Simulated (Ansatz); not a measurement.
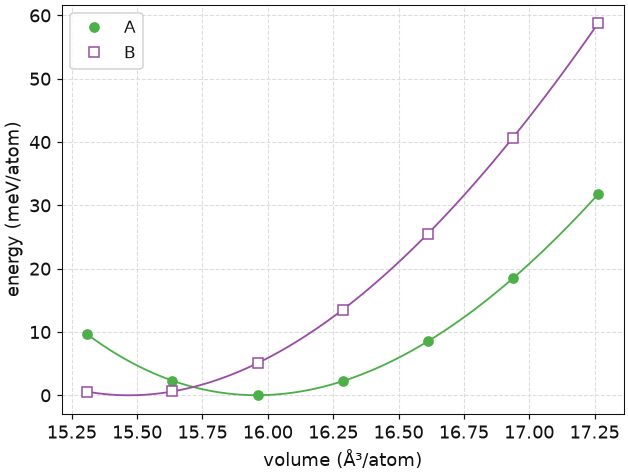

The picture above shows the energy against volume, with one curve for each functional, for TiAl₃ (space group Pmm2). The labels are replaced by letters. In alphabetical order the cases are: LDA; r2SCAN.

Computed with Ansatz 0.2.0: plane-wave DFT, no spin polarisation; energies at scaled volumes of the given cell, shape and fractions fixed, counted from the fit's minimum, third-order Birch-Murnaghan fit. All runs: no spin polarisation.

k mesh 9×6×6; occupations Fermi–Dirac; smearing width 0.05 eV; potentials Ansatz PAW.

> Which letter stands for which functional?

A: r2SCAN; B: LDA.

Keep in mind: shape and atomic fractions are frozen while scaling, which makes layered, chain and framework solids too stiff.
